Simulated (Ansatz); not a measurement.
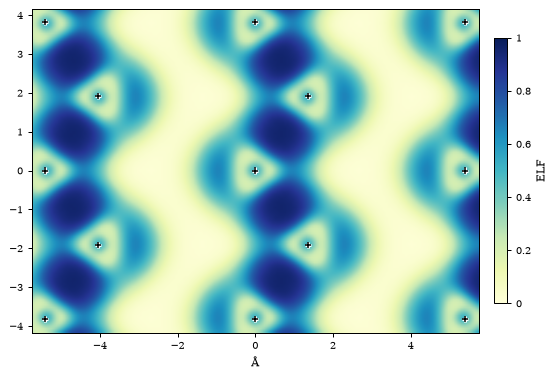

The electron localisation function on a plane through atoms (crosses mark nuclei in the plane).

The calculation used DFT LDA, scalar-relativistic, plane waves, PAW (Ansatz 0.2.0).

Candidates:
A. Si, a = 5.40 Å, b = 5.40 Å, c = 5.40 Å, α = 90.00°, β = 90.00°, γ = 90.00°. Space group Fd-3m; a structure from a database of computed crystals, not necessarily the ambient phase.
B. SnO, a = 3.02 Å, b = 5.67 Å, c = 4.22 Å, α = 90.00°, β = 90.00°, γ = 90.00°. Space group Pmn2₁; a structure from a database of computed crystals, not necessarily the ambient phase; changed on purpose from its base cell (strain -0.1000 x Voigt [1, 0, 0, 0, 0, 0], atoms carried along); not relaxed (largest force 1.0 eV/Å); computed pressure about 6 GPa in this cell.

### Which system is this?

Candidate A: Si on the (011) plane of the conventional cell, which holds Si. Si–Si (2.34 Å): the ELF peaks at about 0.95 between the atoms; a covalent bond.
